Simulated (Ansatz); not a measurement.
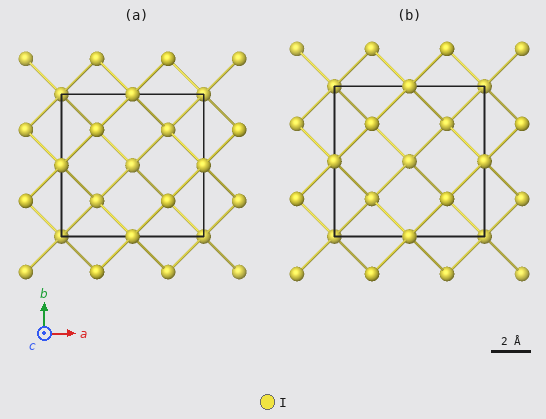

The structure of a crystal of I (built on the diamond_227 type) before (left) and after (right) a relaxation, at one scale.

The picture is a ball-and-stick view of the conventional cell (4 times the calculation's cell), seen along the c axis. Lengths and directions refer to the drawn axes.

Case: diamond type (Fd-3m, No. 227).

Method: DFT PBE, scalar-relativistic, plane waves, PAW in Ansatz. Set-up: plane-wave cutoff 420 eV; k-point mesh 14 × 14 × 14; occupations gaussian; smearing width 0.1 eV; no spin polarisation; cell and atoms relaxed; force threshold 0.01 eV/Å; at most 80 steps.

Question: What changed between the two?

Answer: No atom moves by more than 0.005 Å relative to the cell. The volume changes by +17.6 %, with a = b = c 7.426 → 7.839 Å (+5.6 %). Some distances before and after: I–I 3.216 → 3.394 Å. The space group stays Fd-3m (No. 227). After 3 accepted moves (4 points after the start) the energy has fallen by 0.134 eV per cell of the calculation. All forces vanish by symmetry, so only the cell relaxes. The pressure goes from 2.76 to 0.02 GPa. At 1 point the geometry stayed and the basis and grid were re-selected for the new cell (energy shift of 1.1 meV per cell of the calculation at most each time). The run took roughly 40 core-seconds on a shared host.
